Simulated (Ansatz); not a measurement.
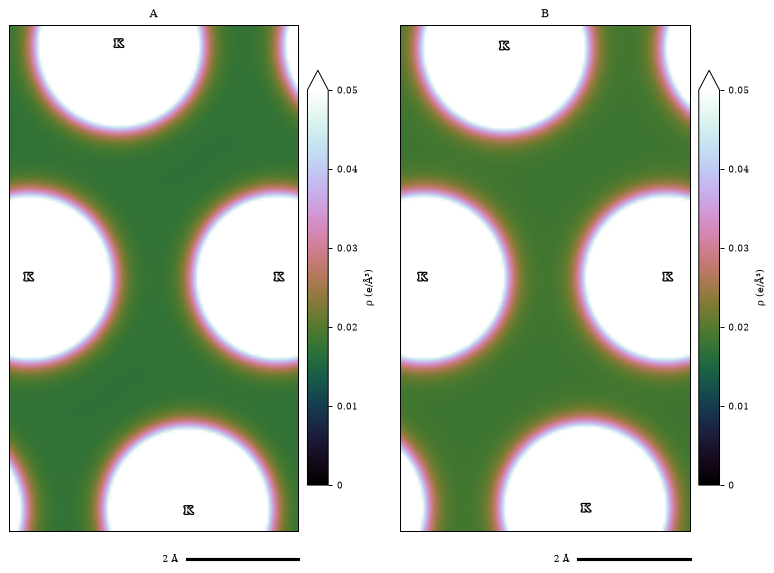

K. The valence electron density of two cells that differ in size and shape, on the (101̄) plane of each (indices in the axes of the calculation cell), at one length scale and on one colour scale; one has 65.5 and the other 69.6 Å³ an atom.

Computed without spin polarisation.

Level of theory: DFT PBE, scalar-relativistic, plane waves, PAW in Ansatz 0.2.0.

The larger cell:

```
K
1.0
    -2.53946    2.53946    2.69654
     2.53946   -2.53946    2.69654
     2.53946    2.53946   -2.69654
K
1
Cartesian
  0.0000 0.0000 0.0000
```

The smaller cell: a = 4.398 Å, b = 4.398 Å, c = 4.398 Å, α = 109.47°, β = 109.47°, γ = 109.47°.

**Which panel shows the smaller cell, and what does the compression change?**

Panel B is the smaller cell, by 6 % in volume. From the larger cell to the smaller, K–K goes from 4.49 to 4.40 Å, and the density at its midpoint from 0.02 to 0.02 e/Å³; the pressure goes from 0.2 to 0.5 GPa.
